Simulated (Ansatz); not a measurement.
ScAl

Input

```
crystal:
  lattice:
    - [3.2692385009, 0.0, 0.0]
    - [0.0, 3.2692385009, 0.0]
    - [0.0, 0.0, 3.3197937355]
  atoms:
    - { symbol: Sc, position: [0.5, 0.5, 0.5] }
    - { symbol: Al, position: [0.0, 0.0, 0.0] }
basis:
  ecutwfc: 420
kpoints:
  mp_grid: { grid: [14, 14, 14] }
hamiltonian:
  xc: pbesol
scf:
  occupations: { method: gaussian, width: 0.15 }
output:
  forces: true
  stress: true
  eigenvalues: true
  write_density: true
  write_potential: true
  elf: true
  volumetric_format: npy
```

Run with:

```sh
ansatz run input.yaml --threads 1 --pin off --max-ram 2560MiB --backend cpu --events-out ev --progress --plain --runs-dir out
```

Below, planes, directions and counts refer to the conventional cell (a = 3.27 Å, b = 3.27 Å, c = 3.32 Å, α = 90.00°, β = 90.00°, γ = 90.00°).

Space group P4/mmm; a structure from a database of computed crystals, not necessarily the ambient phase; changed on purpose from its base cell (strain -0.030 along x and y, -0.015 along z, atoms carried along); computed pressure about 5 GPa in this cell.

These are results of DFT PBEsol, scalar-relativistic, plane waves, PAW in Ansatz 0.2.0, not measurements.

What will maps of the valence pseudo-density and electron localisation function show?

Answer. Sc–Al (2.85 Å): ρ is about 0.18 e/Å³ halfway; the ELF peaks at about 0.55 in the valence shell of Al, 1.0 Å from its nucleus, and is about 0.25 at the midpoint; no shared electron pair shows on this line.

Does the calculation give a band gap?

Answer. It is metallic or semimetallic at this level of theory: no gap opens.

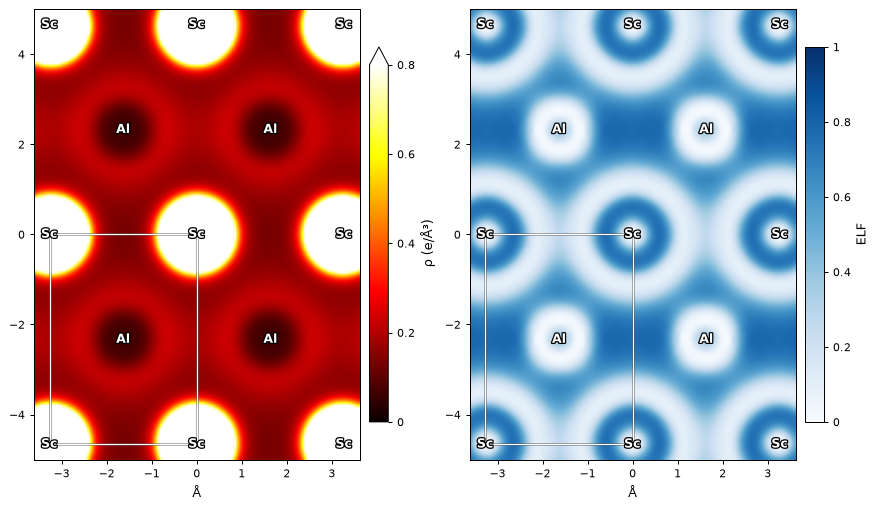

Computed valence pseudo-density and electron localisation function on the (011) plane of the conventional cell, in this order. 

Core electrons are frozen (PAW), and the valence fields are smoothed inside the atomic spheres.
